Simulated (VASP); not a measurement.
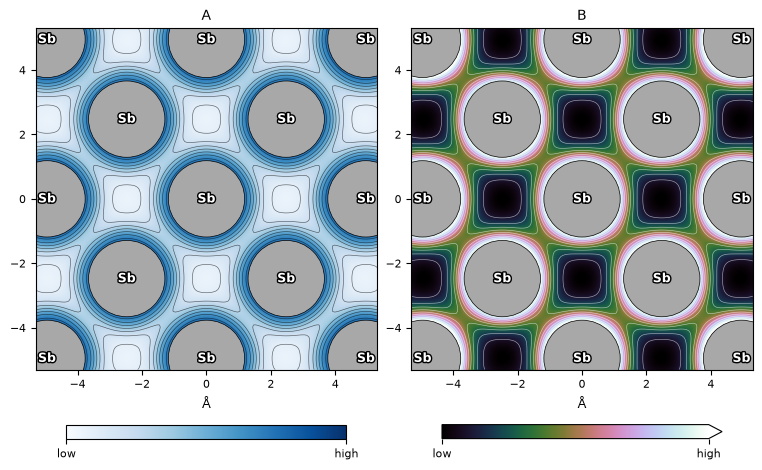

Sb: 2 fields on the (100) plane of the conventional cell, with unlabelled colour scales. Grey discs cover the atomic cores.

Space group Fm-3m; a generated structure, not necessarily the stable one; changed on purpose from its base cell (volume × 1.08); computed pressure about −4 GPa in this cell.

Theory: Kohn-Sham DFT of a periodic cell, RPBE, VASP PAW PBE potentials, recommended in VASP.

**The panels show electron localisation function and valence pseudo-density in some order. Assign them.**

Panel A: electron localisation function. Panel B: valence pseudo-density. From the grid: Sb–Sb (3.50 Å): ρ is about 0.13 e/Å³ halfway; the ELF is about 0.30 at the midpoint.
